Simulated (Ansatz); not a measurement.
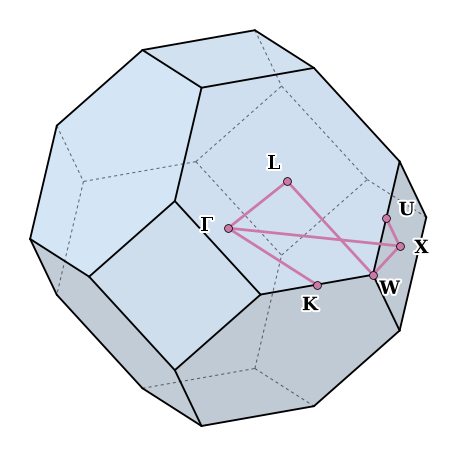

Crystal: InSb, a calculation's input that goes back to an entry of the Crystallography Open Database (an earlier step may have relaxed or displaced it). The figure shows the first Brillouin zone with its special points and a band path. All values are computed from the atomic coordinates in the standard setting (tolerance 0.002 Å).

Labels and path follow the convention of Hinuma et al. (2017), as computed by seekpath.

Which Bravais lattice has this zone?

Answer. A face-centred cubic lattice (cF; extended symbol cF2). The zone is a truncated octahedron in its combinatorial type: 14 faces (6 with 4 edges, 8 with 6 edges), 36 edges, 24 vertices.

Write the standard path through the labelled points.

Answer. Γ–X–U | K–Γ–L–W–X
